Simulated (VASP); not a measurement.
CeO2, space group Fm-3m (No. 225), a = 5.407 Å, b = 5.407 Å, c = 5.407 Å, α = 90.00°, β = 90.00°, γ = 90.00°

| site | Wyckoff | x | y | z |
| --- | --- | --- | --- | --- |
| Ce | 4a | 0.0000 | 0.0000 | 0.0000 |
| O | 8c | 0.2500 | 0.2500 | 0.7500 |

Source: an entry of the Crystallography Open Database, as set up for an electronic-structure calculation.

Question: Describe the coordination of Ce.

Answer: CeO8: an essentially ideal cube (coordination number 8, S = 0.00; next best hexagonal bipyramid, S = 8.4). Bonds: 8 × Ce–O 2.34 Å. The next neighbour, not counted, lies at 3.82 Å.

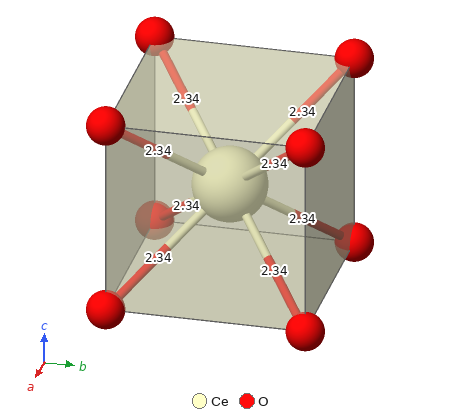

The polyhedron about Ce. Shape measures S are computed against regular polyhedra or, for capped shapes, the nearer of the equal-edge and equal-bond forms.
